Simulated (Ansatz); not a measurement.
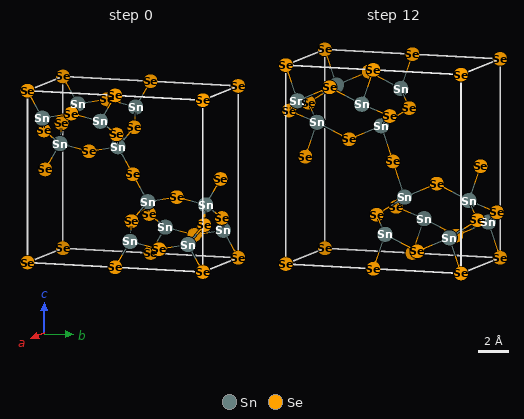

The structure of crystalline SnSe₂ (a generated structure, set up in Imma) (coarse preliminary run) before (left) and after (right) a relaxation, at one scale.

A ball-and-stick model of the conventional cell (2 times the calculation's cell), seen slightly off an axis. Lengths and directions refer to the drawn axes.

Case: O → Se, Si → Sn on all its sites, cell and atoms relaxed.

Method: Ansatz, DFT r2SCAN, scalar-relativistic, plane waves, PAW. Settings: plane-wave cutoff 500 eV; k-point mesh 4 × 4 × 4; occupations gaussian; smearing width 0.1 eV; no spin polarisation; cell and atoms relaxed; force threshold 0.05 eV/Å; at most 60 steps.

Q: What changed between the two?

A: The energy falls by 1966 meV per atom in 11 accepted moves (12 points after the start). Largest force component: 5.4 eV/Å at the start, 0.015 eV/Å at the end. Pressure: 31.03 GPa at the start and 0.00 GPa at the end. The SCF was repeated once at an unchanged geometry on a basis and grid sized afresh for the cell, which shifted the energy by 1.0 meV per atom at most. The largest moves relative to the cell, 1.02 Å, are those of Se atoms. By element the largest moves are Se 1.02 Å, Sn 0.37 Å. The drawn cell changes as follows: a 6.976 → 7.708 Å (+10.5 %), b 12.699 → 12.690 Å (−0.1 %), c 11.812 → 13.672 Å (+15.7 %); the volume changes by +27.8 %. Some distances before and after: Se–Sn 2.125 → 2.551 Å, Se–Sn 2.143 → 2.554 Å. Bond angles that change, for instance: Sn–Se–Sn 151.3° → 117.7°, Sn–Se–Sn 157.2° → 131.7°, Se–Sn–Se 109.0° → 85.1°. The space group stays Imma (No. 74). The run took 14 min on 2 threads of Oxide Virtual Turin-like Processor (Zen 5), on a shared host, peak memory 3.6 GiB.
